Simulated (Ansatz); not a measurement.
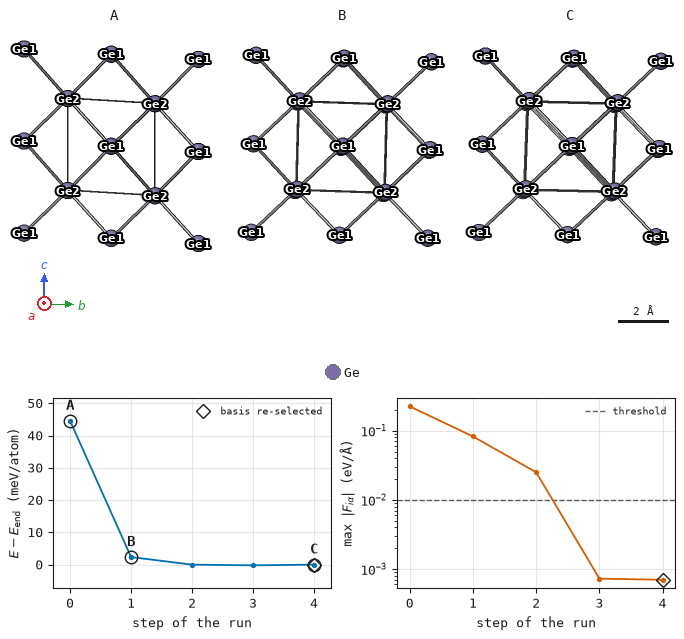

Frames of a relaxation of a crystal of Ge (set up in P-1), marked on the history of the run. A ball-and-stick model of the cell of the calculation, reduced to other axes, seen along the a axis. Lengths and directions refer to the drawn axes.

Case: all atoms moved at random, sigma 0.02 Å for each component, cell strained at random, sigma 0.03; relaxed back.

Method: DFT LDA, scalar-relativistic, plane waves, PAW (Ansatz 0.2.0).

Input
```yaml
crystal:
  lattice:
    - [-2.3964421812, 2.5751326368, 1.3490186929]
    - [2.4651482443, -2.589819472, 1.5021167695]
    - [2.5315959788, 2.7249732696, -1.3759817348]
  atoms:
    - { symbol: Ge, position: [0.2501471658, 0.7515947243, 0.4954039112] }
    - { symbol: Ge, position: [0.4998528342, 0.4984052757, 0.0045960888] }
basis:
  ecutwfc: 420
kpoints:
  mp_grid: { grid: [14, 14, 14] }
hamiltonian:
  xc: lda
scf:
  occupations: { method: gaussian, width: 0.15 }
output:
  forces: true
  stress: true
  eigenvalues: true
relax:
  adjacent_minimum: "off"
  f_tol: 0.01
  max_steps: 80
  cell: { stress_tol: 0.1 }
```

Run as
```bash
ansatz run input.yaml --threads 2 --pin off --max-ram 5120MiB --backend cpu --events-out ev --progress --plain --runs-dir out
```

Describe the path.

The largest moves relative to the cell, 0.020 Å, are those of Ge1 and Ge2. Ge1 goes along [−2 1 −3]. Cell: a 2.852 → 2.821 Å (−1.1 %), b 3.768 → 3.834 Å (+1.8 %), c 3.966 → 3.833 Å (−3.4 %), α 86.5° → 82.3°, β 70.4° → 68.4°, γ 70.2° → 68.4°. Volume −4.9 %. Among the contacts that change: Ge1–Ge2 2.788 → 2.617 Å, Ge1–Ge2 (another image) 2.711 → 2.617 Å, Ge1–Ge2 (another image) 2.545 → 2.617 Å, Ge1–Ge1 2.852 → 2.821 Å. Bond angles that change, for instance: Ge2–Ge1–Ge2 97.8° → 94.2°, Ge2–Ge1–Ge2 91.1° → 94.2°, Ge1–Ge1–Ge2 103.0° → 105.7°. The space group (tolerance 0.01 Å) goes from P-1 (No. 2) to I4_1/amd (No. 141). Over 3 accepted moves (4 points after the start) the energy falls by 44.5 meV per atom. The largest force component goes from 0.22 to 0.0007 eV/Å. Pressure: −3.07 GPa at the start and 0.00 GPa at the end. The SCF was repeated once at an unchanged geometry on a basis and grid sized afresh for the cell, which shifted the energy by 0.2 meV per atom at most. From step 0 to 1: Ge atoms move most (0.02 Å), volume −5.6 %, energy −42.2 meV per atom. From step 1 to 4: volume +0.7 %, energy −2.3 meV per atom.

| step | E − E(0), meV/atom | largest force component, eV/Å | pressure, GPa | volume, Å³/atom | note |
| --- | --- | --- | --- | --- | --- |
| 0 | 0.00 | 0.2248 | -3.07 | 18.852 |  |
| 1 | -42.19 | 0.0827 | 0.62 | 17.790 |  |
| 2 | -44.54 | 0.0251 | -0.03 | 17.923 |  |
| 3 | -44.76 | 0.0007 | 0.00 | 17.921 |  |
| 4 | -44.53 | 0.0007 | 0.00 | 17.921 | same geometry, new basis |
